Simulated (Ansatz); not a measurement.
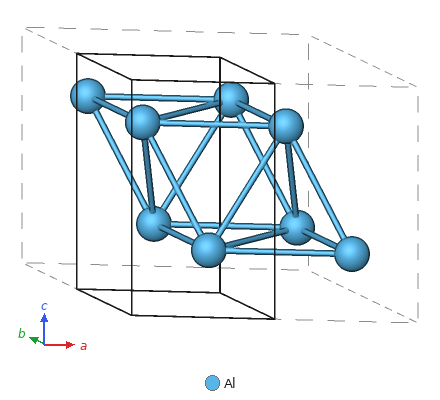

The structure; the drawing may span several cells.

Structure (in its standard cell), the geometry relaxed at fixed volume with Ansatz 0.2.0, DFT PBE, spin-orbit coupling, plane waves, PAW; the starting structure was generated, so it need not be a known form of this composition:

```cif
data_structure
_symmetry_space_group_name_H-M 'P6_3/mmc'
_symmetry_Int_Tables_number 194
_cell_length_a 2.8492
_cell_length_b 2.8492
_cell_length_c 4.7389
_cell_angle_alpha 90.000
_cell_angle_beta 90.000
_cell_angle_gamma 120.000
_cell_volume 33.32
loop_
_atom_site_label
_atom_site_type_symbol
_atom_site_symmetry_multiplicity
_atom_site_Wyckoff_symbol
_atom_site_fract_x
_atom_site_fract_y
_atom_site_fract_z
_atom_site_occupancy
Al1 Al 2 d 0.33333 0.66667 0.75000 1
```

Q: What does the kinematic electron diffraction pattern along [100] look like at 80 kV (B = 0.5 Å²)?

A: The spots form a rectangular net whose two shortest vectors correspond to d = 4.74 Å and 2.47 Å, 90.0° apart. They are 0 0 1 (itself extinct) and 0 1 0. The pattern has symmetry 2mm. A screw axis and a glide plane both extinguish reflections such as 0 0 1, 0 0 3, 0 0 5; reflections such as 0 3 -1, 0 3 1, 0 3 -3 are allowed by the space group but vanish because the atoms sit on special positions.

Strongest reflections with d > 0.81 Å, one of each family (|F|² from tabulated Gaussian fits of the electron scattering factors, times a small damping for the curvature of the Ewald sphere):

```
  hkl  d (Å)  I (strongest = 100)
0 0 2  2.369                  100
0 1 1  2.189                   61
0 1 0  2.468                   28
0 1 3  1.330                   15
0 0 4  1.185                   14
0 2 1  1.194                   11
```

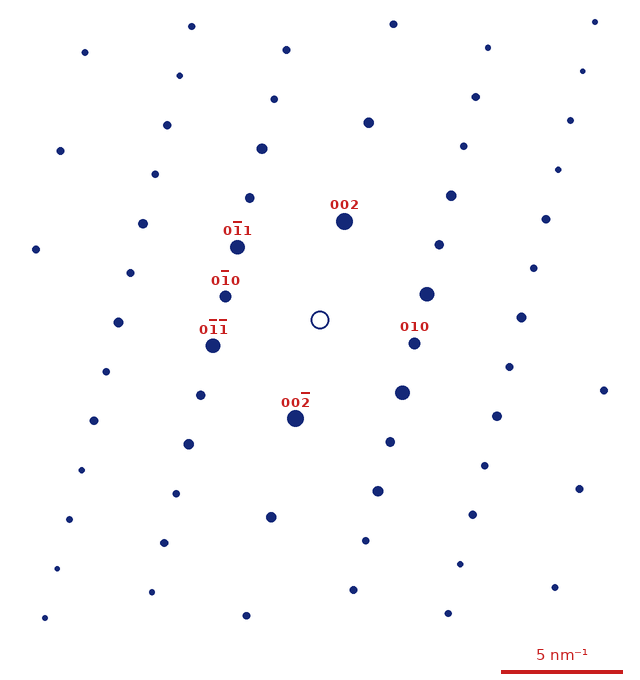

Calculated pattern, seen from the source side with [100] pointing towards the source.
